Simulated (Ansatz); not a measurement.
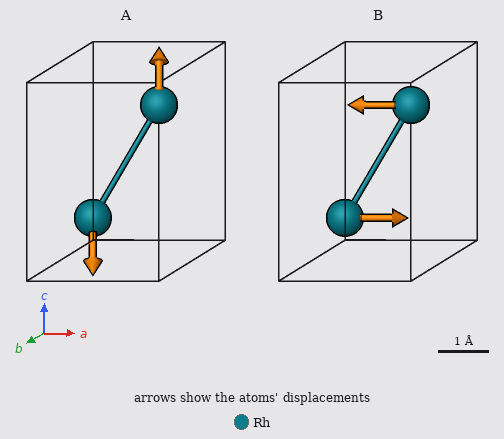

Modes of a crystal of Rh at 0.98 times its rest volume, space group P6₃/mmc (No. 194), at the zone centre (one member of each degenerate set). The orange arrows are the displacements of the atoms (eigenvector over the root of the mass), of arbitrary overall length and sign. A ball-and-stick model of the cell of the calculation, seen from a free direction.

The calculation used DFT PBEsol, scalar-relativistic, plane waves, PAW (Ansatz).

The frequencies depend somewhat on the k-mesh and the smearing.

### Give the symmetry species and the selection rules of each.

A is B₁g, silent by symmetry (neither infrared- nor Raman-active) (263 cm⁻¹). B is E₂g, Raman-active by symmetry (158 cm⁻¹). The crystal has a centre of inversion, so no mode is both. In a metal the free carriers screen the infrared response.
